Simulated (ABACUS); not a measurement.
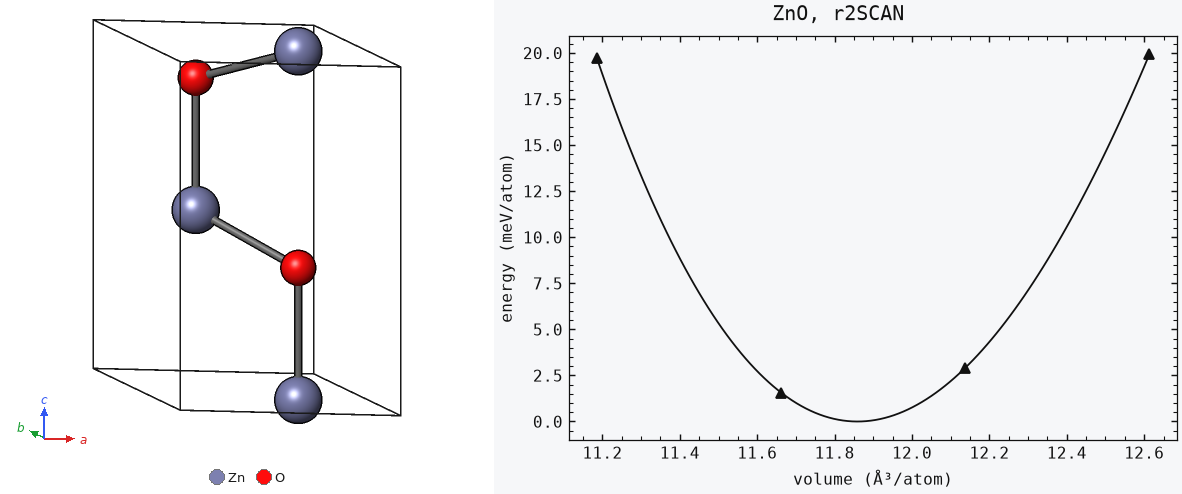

The picture above shows the energy against volume for ZnO, space group P6_3mc (No. 186). The conventional cell is drawn beside the plot.

Starting cell:
```
CELL_PARAMETERS angstrom
3.24931 0.00000 0.00000
-1.62465 2.81398 0.00000
0.00000 0.00000 5.20571
ATOMIC_POSITIONS crystal
Zn 0.66667 0.33333 0.00000
Zn 0.33333 0.66667 0.50000
O 0.33333 0.66667 0.87901
O 0.66667 0.33333 0.37901
```

Computed with ABACUS 3.10.1: DFT in plane waves or numerical atomic orbitals with pseudopotentials, no spin polarisation; energies at scaled volumes of the given cell, shape and fractions fixed, counted from the fit's minimum, third-order Birch-Murnaghan fit. Level: r2SCAN.

| setting | value |
| --- | --- |
| k mesh | 6×6×3 |
| occupations | Fermi–Dirac |
| smearing width | 0.05 eV |
| potentials | SG15 ONCV 1.2 PBE |
| wave cutoff | 1320 eV |
| density cutoff | 5279 eV |
| program settings | basis pw |

### Give the fitted equation-of-state parameters.

A third-order Birch–Murnaghan fit gives V0 = 11.86 Å³/atom, B0 = 149 GPa and B′ = 4.4.

Caveats: shape and atomic fractions are frozen while scaling, which makes layered, chain and framework solids too stiff.
